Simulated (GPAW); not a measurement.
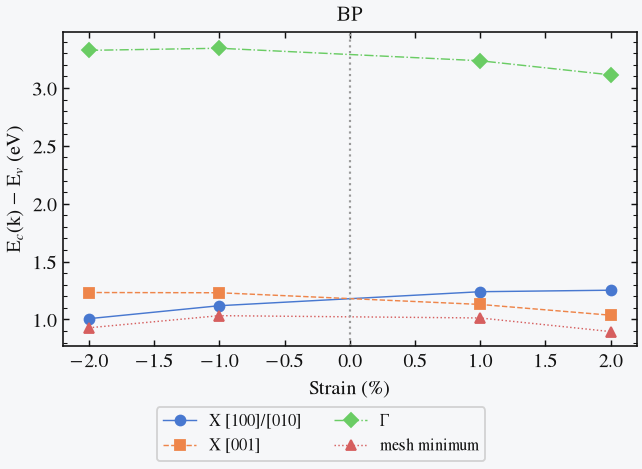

Lowest conduction level at each named k point, counted from the valence-band top at Γ, and the lowest one over the whole k mesh (the mesh minimum, which lies off these points). One run is left out (dotted line).

System: zincblende BP, space group F-43m (No. 216), 2 atoms in the primitive cell; unstrained, cubic a = 4.538 Å. The cell is strained along x and y by the value listed, with the other lengths fixed. The atoms keep their fractional positions. Points keep the names of the unstrained cell; those that the strain makes unlike carry their directions on the cubic axes x, y, z. Computed with GPAW 26.7.0: PBEsol, PAW data sets generated in the run's folder for this functional, no spin polarisation, no spin-orbit coupling, 10×10×10 k mesh, 800 eV cutoff, Fermi-Dirac smearing of 0.05 eV.

```
strain  X [100]/[010] (eV)  X [001] (eV)  Γ (eV)  mesh minimum (eV)
  −2 %                1.01          1.23    3.33               0.93
  −1 %                1.12          1.23    3.34               1.03
  +1 %                1.24          1.13    3.24               1.01
  +2 %                1.25          1.04    3.11               0.90
```

Q: Estimate the values at 0 %.

A: Fits through the other points give 1.20 eV at X [100]/[010], 1.20 eV at X [001], 3.31 eV at Γ and 1.06 eV at the mesh minimum (parabolas). The run itself gives 1.23, 1.23, 3.36 and 1.14 eV; the largest miss is 0.08 eV, at the mesh minimum.

Q: How does the strain split the X points of the conduction band?

A: Unstrained, the X points are equivalent. At −2 % the lowest conduction level is 1.01 eV at X [100]/[010] and 1.23 eV at X [001] above the valence top, a splitting of 0.23 eV, or 113 meV for each 1 % of strain on average.

The strain splits the threefold valence top at Γ, and levels count from its highest part. LDA, GGA and most meta-GGA functionals understate gaps.
